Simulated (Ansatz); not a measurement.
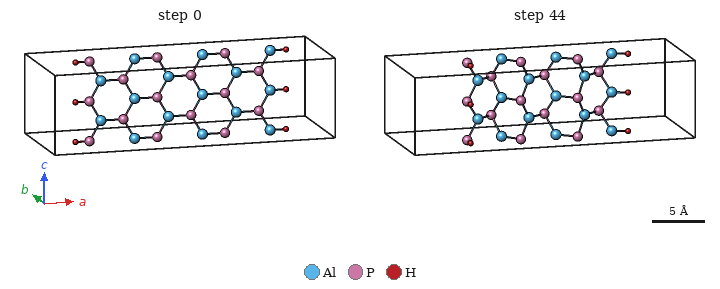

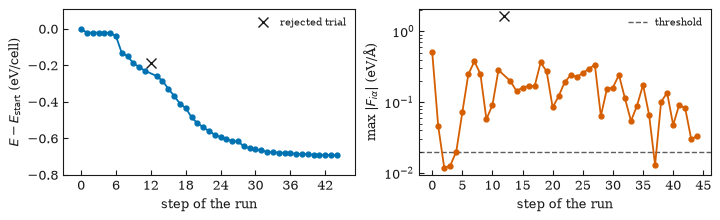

First and last geometry of a relaxation of a wire of composition Al3P3H, with the history of the run. A ball-and-stick model of the 2 repeat of the cell, with the vacuum cut short, seen slightly off an axis.

Case: zigzag ribbon, 6 formula units a period, edges capped with H.

Level of theory: DFT PBE, scalar-relativistic, plane waves, PAW in Ansatz 0.2.0.

The input:
```yaml
crystal:
  lattice:
    - [30.2, 0.0, 0.0]
    - [0.0, 9.3, 0.0]
    - [0.0, 0.0, 3.9395177519]
  atoms:
    - { symbol: Al, position: [0.2334210044, 0.4998658815, 0.5] }
    - { symbol: Al, position: [0.3463919465, 0.4998658815, 1.0] }
    - { symbol: Al, position: [0.4593628886, 0.4998658815, 0.5] }
    - { symbol: Al, position: [0.5723338308, 0.4998658815, 1.0] }
    - { symbol: Al, position: [0.6853047729, 0.4998658815, 0.5] }
    - { symbol: Al, position: [0.798275715, 0.4998658815, 1.0] }
    - { symbol: P, position: [0.1957640237, 0.5001341185, 1.0] }
    - { symbol: P, position: [0.3087349658, 0.5001341185, 0.5] }
    - { symbol: P, position: [0.4217059079, 0.5001341185, 1.0] }
    - { symbol: P, position: [0.53467685, 0.5001341185, 0.5] }
    - { symbol: P, position: [0.6476477922, 0.5001341185, 1.0] }
    - { symbol: P, position: [0.7606187343, 0.5001341185, 0.5] }
    - { symbol: H, position: [0.8512558156, 0.5000545746, 1.0] }
    - { symbol: H, position: [0.1487441844, 0.4999666534, 1.0] }
basis:
  ecutwfc: 420
kpoints:
  mp_grid: { grid: [1, 1, 14] }
hamiltonian:
  xc: pbe
scf:
  occupations: { method: gaussian, width: 0.05 }
output:
  forces: true
  stress: true
  eigenvalues: true
  populations: true
  write_density: true
  write_potential: true
  elf: true
  volumetric_format: npy
relax:
  adjacent_minimum: "off"
  f_tol: 0.02
  max_steps: 45
  cell: { fix: [a, b, alpha, beta, gamma], stress_tol: 0.03 }
```

Launched with:
```bash
ansatz run input.yaml --threads 4 --pin off --max-ram 11264MiB --backend cpu --events-out ev --progress --plain --runs-dir out
```

Did the run converge, and what did it change?

Answer. The relaxation stopped without meeting its thresholds, so the last structure isn't shown to be converged. It used up its limit of 45 steps. The energy falls by 0.691 eV per cell of the calculation in 43 accepted moves (44 points after the start). The largest force component goes from 0.51 to 0.034 eV/Å. The line search rejected the trial step at point 12 of the run. H14 moves most relative to the centre of the atoms: 3.44 Å. By element the largest moves are H 3.44 Å, P 2.33 Å, Al 1.90 Å. Along the periodic axis the drawn cell goes c 7.879 → 7.652 Å (−2.9 %). Near-neighbour distances that change, for instance: Al2–P8 2.274 → 2.338 Å, Al3–P9 2.274 → 2.329 Å, Al4–P10 2.274 → 2.323 Å, Al1–P7 2.274 → 2.314 Å. Bond angles that change, for instance: Al1–P8–Al2 120.0° → 85.1°, Al2–P9–Al3 120.0° → 90.1°, Al4–P11–Al5 120.0° → 93.8°. Cost: 13 min on 4 threads of AMD EPYC 7R43 64-Core Processor (Zen 3), on a shared host, peak memory 1.6 GiB.
